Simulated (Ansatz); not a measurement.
Geometry relaxation, with input and output: TaN (part 3 of 3)

TaN (slab, 24 atoms in the cell); DFT PBE+D3(BJ), scalar-relativistic, plane waves, PAW, no spin polarisation (Ansatz 0.2.0); cutoff 420 eV, 3×3×1 k-mesh, Gaussian smearing of 0.1 eV. The structure derives from an entry of the Crystallography Open Database. The input holds or restrains some coordinates. It belongs to a series of runs on one base structure; here: clean slab, lower planes held.

Geometry of the input (Å; fractional positions):
```
5.7616  0.0000  0.0000
0.0000  5.8570  0.0000
0.0000  0.0000  21.9177
N  0.0000  0.7500  0.3650
N  0.0000  0.2500  0.3650
N  0.5000  0.7500  0.3650
N  0.5000  0.2500  0.3650
Ta 0.2500  0.0000  0.4036
Ta 0.2500  0.5000  0.4036
Ta 0.7500  0.0000  0.4036
Ta 0.7500  0.5000  0.4036
N  0.0000  0.5000  0.4807
N  0.0000  0.0000  0.4807
N  0.5000  0.5000  0.4807
N  0.5000  0.0000  0.4807
Ta 0.2500  0.7500  0.5193
Ta 0.2500  0.2500  0.5193
Ta 0.7500  0.7500  0.5193
Ta 0.7500  0.2500  0.5193
N  0.0000  0.2500  0.5964
N  0.0000  0.7500  0.5964
N  0.5000  0.2500  0.5964
N  0.5000  0.7500  0.5964
Ta 0.2500  0.5000  0.6350
Ta 0.2500  0.0000  0.6350
Ta 0.7500  0.5000  0.6350
Ta 0.7500  0.0000  0.6350
```

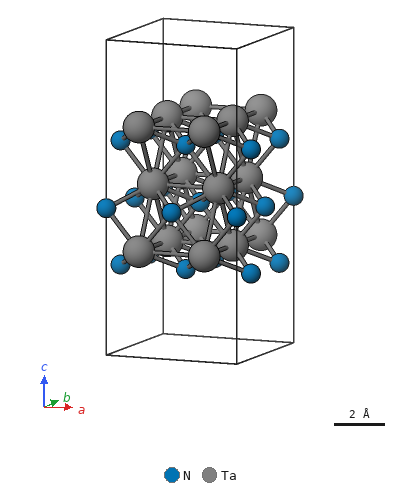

Fig. 1: The geometry at step 3 of the log (ball-and-stick view of the cell of the calculation, with the vacuum cut short, seen slightly off an axis).

What the program printed, continued
```
  k-point 0: bands = ["-65.2366", "-65.1958", "-65.1884", "-65.1489", "-64.9343", "-64.8914", "-64.8845", "-64.8526", "-64.8429", "-64.8185", "-64.8047", "-64.7717", "-32.2902", "-32.2870", "-32.1328", "-32.1315", "-32.0768", "-32.0509", "-31.9935", "-31.9509", "-31.8932", "-31.8483", "-31.7925", "-31.7078", "-31.6813", "-31.6710", "-31.6213", "-31.5654", "-31.5568", "-31.5251", "-31.5230", "-31.4453", "-31.4353", "-31.4335", "-31.3668", "-31.3654", "-31.3349", "-31.2583", "-31.2540", "-31.2162", "-31.1935", "-31.1678", "-31.1440", "-31.1050", "-30.9626", "-30.9199", "-30.8974", "-30.8363", "-13.8291", "-12.7501", "-12.4318", "-12.2644", "-12.1981", "-12.1113", "-11.8784", "-11.7997", "-10.8728", "-10.0710", "-9.5430", "-9.4817", "-5.3141", "-4.5672", "-4.3867", "-4.2185", "-4.1953", "-3.7723", "-3.6066", "-3.5506", "-3.3140", "-3.0112", "-2.6223", "-2.4037", "-2.2488", "-1.8888", "-1.8616", "-1.7953", "-1.7913", "-1.4888", "-1.3556", "-1.1286", "-1.0119", "-0.9216", "-0.9056", "-0.7650", "-0.4841", "-0.2756", "-0.2080", "-0.1490", "-0.1393", "-0.0067", "0.1631", "0.4336", "0.4901", "0.5469", "0.7585", "1.2596", "1.5100", "1.9354", "2.0895", "2.1029", "2.2154", "2.3032", "2.3652", "2.3917", "2.5050", "2.5596", "3.1666", "3.2827", "3.4834", "4.1269", "4.3274", "4.7218", "4.7500", "4.8215", "5.0760", "5.5793", "5.7494", "5.9137", "6.2130", "6.4588", "6.4655", "6.5010", "6.6112", "6.6784", "6.8923", "6.9362", "6.9508", "7.0062", "7.0759", "7.1230", "7.1255", "7.1298"]
  k-point 1: bands = ["-65.2265", "-65.2060", "-65.1786", "-65.1588", "-64.9237", "-64.9022", "-64.8742", "-64.8534", "-64.8440", "-64.8270", "-64.7964", "-64.7799", "-32.2490", "-32.1713", "-32.1267", "-32.0456", "-31.9826", "-31.9796", "-31.9529", "-31.9041", "-31.8102", "-31.7651", "-31.7648", "-31.7356", "-31.7188", "-31.7092", "-31.6734", "-31.6149", "-31.6143", "-31.5560", "-31.5347", "-31.4354", "-31.4258", "-31.4190", "-31.3866", "-31.3512", "-31.3293", "-31.2807", "-31.2786", "-31.2538", "-31.1982", "-31.1853", "-31.1777", "-31.1621", "-31.0842", "-30.9877", "-30.9464", "-30.9138", "-13.4757", "-12.6967", "-12.4929", "-12.3661", "-12.2826", "-12.0275", "-12.0263", "-11.8708", "-10.5493", "-9.9080", "-9.8896", "-9.6124", "-4.8218", "-4.0638", "-4.0547", "-4.0437", "-4.0064", "-3.9693", "-3.8366", "-3.4931", "-3.4766", "-2.8627", "-2.8425", "-2.3753", "-2.0921", "-2.0260", "-1.9879", "-1.7490", "-1.6413", "-1.4210", "-1.2375", "-1.1867", "-1.0344", "-1.0218", "-0.9412", "-0.8985", "-0.7115", "-0.5754", "-0.2869", "0.0207", "0.0936", "0.2259", "0.3508", "0.5593", "0.5739", "0.9511", "1.3427", "1.5209", "1.6769", "1.7509", "1.8101", "1.8516", "2.0350", "2.1708", "2.5044", "2.5956", "2.7059", "2.7168", "2.9139", "2.9353", "3.2572", "3.9060", "3.9816", "4.1194", "4.5113", "5.0076", "5.0208", "5.4401", "5.5241", "5.6697", "5.6712", "5.6983", "5.9644", "5.9759", "6.2482", "6.3609", "6.4626", "6.6367", "6.6428", "6.6859", "6.7501", "6.9248", "7.1223", "7.1566"]
  k-point 2: bands = ["-65.2246", "-65.2005", "-65.1841", "-65.1606", "-64.9219", "-64.8970", "-64.8793", "-64.8551", "-64.8406", "-64.8167", "-64.8068", "-64.7834", "-32.2515", "-32.1730", "-32.0882", "-32.0123", "-31.9593", "-31.9527", "-31.9290", "-31.8857", "-31.8712", "-31.7580", "-31.6728", "-31.6701", "-31.6380", "-31.6014", "-31.6003", "-31.5951", "-31.5844", "-31.5633", "-31.5497", "-31.5012", "-31.4931", "-31.4574", "-31.4417", "-31.4091", "-31.3598", "-31.3560", "-31.3368", "-31.2822", "-31.2374", "-31.1905", "-31.1792", "-31.1716", "-31.1274", "-31.1020", "-30.8992", "-30.8574", "-13.3885", "-12.5447", "-12.5100", "-12.3402", "-12.2207", "-12.1770", "-12.0204", "-11.9019", "-10.5802", "-9.9177", "-9.9134", "-9.6519", "-4.3931", "-4.2941", "-4.1545", "-4.1518", "-4.1266", "-4.0660", "-3.8694", "-3.0392", "-2.7780", "-2.6656", "-2.6476", "-2.4305", "-2.4138", "-1.9978", "-1.9789", "-1.8973", "-1.7890", "-1.6873", "-1.5985", "-1.5252", "-1.3944", "-0.9479", "-0.7675", "-0.7320", "-0.7048", "-0.6314", "-0.5258", "-0.3914", "-0.3133", "-0.1690", "0.5034", "0.7648", "1.0673", "1.3608", "1.4565", "1.4719", "1.5733", "1.6996", "1.9888", "2.0772", "2.1187", "2.5391", "2.5478", "2.6815", "2.7525", "2.7631", "2.9280", "3.2262", "3.4900", "3.8813", "4.1161", "4.1898", "4.2152", "4.3511", "5.0377", "5.1837", "5.3626", "5.6782", "5.9527", "6.0592", "6.1799", "6.2146", "6.3161", "6.3484", "6.4708", "6.6258", "6.7523", "6.9110", "6.9371", "6.9631", "7.0277", "7.1856"]
  k-point 3: bands = ["-65.2145", "-65.1942", "-65.1906", "-65.1706", "-64.9114", "-64.8901", "-64.8866", "-64.8656", "-64.8322", "-64.8153", "-64.8083", "-64.7917", "-32.0911", "-32.0549", "-32.0245", "-31.9768", "-31.9196", "-31.8706", "-31.8484", "-31.8416", "-31.8094", "-31.7770", "-31.7065", "-31.6935", "-31.6578", "-31.6455", "-31.6405", "-31.6266", "-31.5898", "-31.5847", "-31.5698", "-31.5197", "-31.5059", "-31.4469", "-31.4204", "-31.4098", "-31.3764", "-31.3562", "-31.3268", "-31.2783", "-31.2580", "-31.2537", "-31.2091", "-31.2033", "-31.1610", "-31.1213", "-31.0592", "-31.0119", "-13.1161", "-12.5467", "-12.4513", "-12.3670", "-12.3583", "-12.1205", "-12.0419", "-12.0261", "-10.3407", "-9.8878", "-9.8848", "-9.8782", "-4.0518", "-3.9023", "-3.7547", "-3.7387", "-3.7135", "-3.7087", "-3.6284", "-3.2159", "-2.9529", "-2.5452", "-2.5140", "-2.4001", "-2.3131", "-2.1629", "-2.0698", "-2.0502", "-1.9659", "-1.9391", "-1.5809", "-1.5180", "-1.4876", "-1.4572", "-1.2754", "-1.0964", "-0.6848", "-0.6818", "-0.3280", "-0.3253", "0.1232", "0.1295", "0.2458", "0.6069", "0.6820", "1.3141", "1.4957", "1.5101", "1.7073", "1.7963", "1.8243", "1.9163", "2.0020", "2.1437", "2.2894", "2.6143", "2.7299", "2.7764", "2.9325", "3.0097", "3.2819", "3.2867", "3.3875", "4.0457", "4.8297", "5.0544", "5.2664", "5.4716", "5.5403", "5.5452", "5.7447", "5.8908", "6.0931", "6.1693", "6.3148", "6.3883", "6.5989", "6.6419", "6.6472", "6.7236", "6.8421", "7.0272", "7.0409", "7.1108"]
--- Relaxed structure (4 steps of the walk, 3 accepted, 0 SCFs on fresh bases) ---
  F+E_penalty+E_count = -123817.48968062 eV   max|allowed force component| = 1.765e-2 eV/Å
  atoms:
    - { symbol: N, position: [0.0, 0.75, 0.3650014247999999] }
    - { symbol: N, position: [0.0, 0.25, 0.3650014247999999] }
    - { symbol: N, position: [0.5, 0.75, 0.3650014247999999] }
    - { symbol: N, position: [0.5, 0.25, 0.3650014247999999] }
    - { symbol: Ta, position: [0.25, 0.0, 0.40357244629999994] }
    - { symbol: Ta, position: [0.25, 0.5, 0.40357244629999994] }
    - { symbol: Ta, position: [0.7499999999999999, 0.0, 0.40357244629999994] }
    - { symbol: Ta, position: [0.7499999999999999, 0.5, 0.40357244629999994] }
    - { symbol: N, position: [0.0, 0.5, 0.48071448929999994] }
    - { symbol: N, position: [0.0, 0.0, 0.48071448929999994] }
    - { symbol: N, position: [0.5, 0.5, 0.48071448929999994] }
    - { symbol: N, position: [0.5, 0.0, 0.48071448929999994] }
    - { symbol: Ta, position: [0.25, 0.75, 0.5207059644080039] }
    - { symbol: Ta, position: [0.25, 0.25, 0.5207059644080039] }
    - { symbol: Ta, position: [0.7499999999999999, 0.75, 0.5207059644080039] }
    - { symbol: Ta, position: [0.7499999999999999, 0.25, 0.5207059644080039] }
    - { symbol: N, position: [0.0, 0.25, 0.5977707767571443] }
    - { symbol: N, position: [0.0, 0.75, 0.5977707767571443] }
    - { symbol: N, position: [0.5, 0.25, 0.5977707767571443] }
    - { symbol: N, position: [0.5, 0.75, 0.5977707767571443] }
    - { symbol: Ta, position: [0.25, 0.5, 0.6372155205076876] }
    - { symbol: Ta, position: [0.25, 0.0, 0.6372155205076876] }
    - { symbol: Ta, position: [0.7499999999999999, 0.5, 0.6372155205076876] }
    - { symbol: Ta, position: [0.7499999999999999, 0.0, 0.6372155205076876] }
```

Trajectory as extended XYZ (Å, eV, eV/Å), 4 frames, from step=1 to step=4
```
24
Lattice="5.7616 0.0000 0.0000 0.0000 5.8570 0.0000 0.0000 0.0000 21.9177" Properties=species:S:1:pos:R:3:forces:R:3 step=1 energy=-123817.44346
N     0.0000    4.3928    8.0000    0.0000   0.0000   2.9834
N     0.0000    1.4643    8.0000    0.0000   0.0000   2.9834
N     2.8808    4.3928    8.0000    0.0000   0.0000   2.9834
N     2.8808    1.4643    8.0000    0.0000   0.0000   2.9834
Ta    1.4404    0.0000    8.8454    0.0000   0.0000  -3.6158
Ta    1.4404    2.9285    8.8454    0.0000   0.0000  -3.6158
Ta    4.3212    0.0000    8.8454    0.0000   0.0000  -3.6158
Ta    4.3212    2.9285    8.8454    0.0000   0.0000  -3.6158
N     0.0000    2.9285   10.5362    0.0000   0.0000   0.0510
N     0.0000    0.0000   10.5362    0.0000   0.0000   0.0510
N     2.8808    2.9285   10.5362    0.0000   0.0000   0.0510
N     2.8808    0.0000   10.5362    0.0000   0.0000   0.0510
Ta    1.4404    4.3928   11.3816    0.0000   0.0000   0.3872
Ta    1.4404    1.4643   11.3816    0.0000   0.0000   0.3872
Ta    4.3212    4.3928   11.3816    0.0000   0.0000   0.3872
Ta    4.3212    1.4643   11.3816    0.0000   0.0000   0.3872
N     0.0000    1.4643   13.0723    0.0000   0.0000  -0.0927
N     0.0000    4.3928   13.0723    0.0000   0.0000  -0.0927
N     2.8808    1.4643   13.0723    0.0000   0.0000  -0.0927
N     2.8808    4.3928   13.0723    0.0000   0.0000  -0.0927
Ta    1.4404    2.9285   13.9177    0.0000   0.0000   0.2870
Ta    1.4404    0.0000   13.9177    0.0000   0.0000   0.2870
Ta    4.3212    2.9285   13.9177    0.0000   0.0000   0.2870
Ta    4.3212    0.0000   13.9177    0.0000   0.0000   0.2870
24
Lattice="5.7616 0.0000 0.0000 0.0000 5.8570 0.0000 0.0000 0.0000 21.9177" Properties=species:S:1:pos:R:3:forces:R:3 step=2 energy=-123817.43042 accepted=F
N     0.0000    4.3928    8.0000    0.0000   0.0000   2.9801
N     0.0000    1.4643    8.0000    0.0000   0.0000   2.9801
N     2.8808    4.3928    8.0000    0.0000   0.0000   2.9801
N     2.8808    1.4643    8.0000    0.0000   0.0000   2.9801
Ta    1.4404    0.0000    8.8454    0.0000   0.0000  -3.0138
Ta    1.4404    2.9285    8.8454    0.0000   0.0000  -3.0138
Ta    4.3212    0.0000    8.8454    0.0000   0.0000  -3.0138
Ta    4.3212    2.9285    8.8454    0.0000   0.0000  -3.0138
N     0.0000    2.9285   10.5362    0.0000   0.0000   0.6535
N     0.0000    0.0000   10.5362    0.0000   0.0000   0.6535
N     2.8808    2.9285   10.5362    0.0000   0.0000   0.6535
N     2.8808    0.0000   10.5362    0.0000   0.0000   0.6535
Ta    1.4404    4.3928   11.4456    0.0000   0.0000  -0.2529
Ta    1.4404    1.4643   11.4456    0.0000   0.0000  -0.2529
Ta    4.3212    4.3928   11.4456    0.0000   0.0000  -0.2529
Ta    4.3212    1.4643   11.4456    0.0000   0.0000  -0.2529
N     0.0000    1.4643   13.1488    0.0000   0.0000  -0.0822
N     0.0000    4.3928   13.1488    0.0000   0.0000  -0.0822
N     2.8808    1.4643   13.1488    0.0000   0.0000  -0.0822
N     2.8808    4.3928   13.1488    0.0000   0.0000  -0.0822
Ta    1.4404    2.9285   14.0256    0.0000   0.0000  -0.2846
Ta    1.4404    0.0000   14.0256    0.0000   0.0000  -0.2846
Ta    4.3212    2.9285   14.0256    0.0000   0.0000  -0.2846
Ta    4.3212    0.0000   14.0256    0.0000   0.0000  -0.2846
24
Lattice="5.7616 0.0000 0.0000 0.0000 5.8570 0.0000 0.0000 0.0000 21.9177" Properties=species:S:1:pos:R:3:forces:R:3 step=3 energy=-123817.48892
N     0.0000    4.3928    8.0000    0.0000   0.0000   2.9838
N     0.0000    1.4643    8.0000    0.0000   0.0000   2.9838
N     2.8808    4.3928    8.0000    0.0000   0.0000   2.9838
N     2.8808    1.4643    8.0000    0.0000   0.0000   2.9838
Ta    1.4404    0.0000    8.8454    0.0000   0.0000  -3.3209
Ta    1.4404    2.9285    8.8454    0.0000   0.0000  -3.3209
Ta    4.3212    0.0000    8.8454    0.0000   0.0000  -3.3209
Ta    4.3212    2.9285    8.8454    0.0000   0.0000  -3.3209
N     0.0000    2.9285   10.5362    0.0000   0.0000   0.3431
N     0.0000    0.0000   10.5362    0.0000   0.0000   0.3431
N     2.8808    2.9285   10.5362    0.0000   0.0000   0.3431
N     2.8808    0.0000   10.5362    0.0000   0.0000   0.3431
Ta    1.4404    4.3928   11.4123    0.0000   0.0000   0.0471
Ta    1.4404    1.4643   11.4123    0.0000   0.0000   0.0471
Ta    4.3212    4.3928   11.4123    0.0000   0.0000   0.0471
Ta    4.3212    1.4643   11.4123    0.0000   0.0000   0.0471
N     0.0000    1.4643   13.1063    0.0000   0.0000  -0.0683
N     0.0000    4.3928   13.1063    0.0000   0.0000  -0.0683
N     2.8808    1.4643   13.1063    0.0000   0.0000  -0.0683
N     2.8808    4.3928   13.1063    0.0000   0.0000  -0.0683
Ta    1.4404    2.9285   13.9675    0.0000   0.0000   0.0152
Ta    1.4404    0.0000   13.9675    0.0000   0.0000   0.0152
Ta    4.3212    2.9285   13.9675    0.0000   0.0000   0.0152
Ta    4.3212    0.0000   13.9675    0.0000   0.0000   0.0152
24
Lattice="5.7616 0.0000 0.0000 0.0000 5.8570 0.0000 0.0000 0.0000 21.9177" Properties=species:S:1:pos:R:3:forces:R:3 step=4 energy=-123817.48968
N     0.0000    4.3928    8.0000    0.0000   0.0000   2.9838
N     0.0000    1.4643    8.0000    0.0000   0.0000   2.9838
N     2.8808    4.3928    8.0000    0.0000   0.0000   2.9838
N     2.8808    1.4643    8.0000    0.0000   0.0000   2.9838
Ta    1.4404    0.0000    8.8454    0.0000   0.0000  -3.3198
Ta    1.4404    2.9285    8.8454    0.0000   0.0000  -3.3198
Ta    4.3212    0.0000    8.8454    0.0000   0.0000  -3.3198
Ta    4.3212    2.9285    8.8454    0.0000   0.0000  -3.3198
N     0.0000    2.9285   10.5362    0.0000   0.0000   0.3405
N     0.0000    0.0000   10.5362    0.0000   0.0000   0.3405
N     2.8808    2.9285   10.5362    0.0000   0.0000   0.3405
N     2.8808    0.0000   10.5362    0.0000   0.0000   0.3405
Ta    1.4404    4.3928   11.4127    0.0000   0.0000   0.0054
Ta    1.4404    1.4643   11.4127    0.0000   0.0000   0.0054
Ta    4.3212    4.3928   11.4127    0.0000   0.0000   0.0054
Ta    4.3212    1.4643   11.4127    0.0000   0.0000   0.0054
N     0.0000    1.4643   13.1018    0.0000   0.0000  -0.0177
N     0.0000    4.3928   13.1018    0.0000   0.0000  -0.0177
N     2.8808    1.4643   13.1018    0.0000   0.0000  -0.0177
N     2.8808    4.3928   13.1018    0.0000   0.0000  -0.0177
Ta    1.4404    2.9285   13.9663    0.0000   0.0000   0.0078
Ta    1.4404    0.0000   13.9663    0.0000   0.0000   0.0078
Ta    4.3212    2.9285   13.9663    0.0000   0.0000   0.0078
Ta    4.3212    0.0000   13.9663    0.0000   0.0000   0.0078
```

Key numbers

```csv
quantity,value
outcome,converged under the restraints of the input
electrons treated,216
free energy,−123817.4897 eV
"work function, top face",5.41 eV
"work function, bottom face",6.29 eV
Fermi energy,3.220 eV
gap on the k-point mesh,none (metallic)
final volume,739.63 Å³
work function (upper face),5.41 eV
"largest force (length of the vector) at the end, held atoms and coordinates included",3.320 eV/Å
hardware,"4 threads of Intel Xeon (Granite Rapids), 32 GiB of memory available, shared host"
wall time,32 s (CPU time 1.8 min)
peak memory,1.9 GiB
```

Warnings of the run: the exchange-correlation potential is rough where the density is thin. Spin–orbit coupling is left out, which matters for Ta.
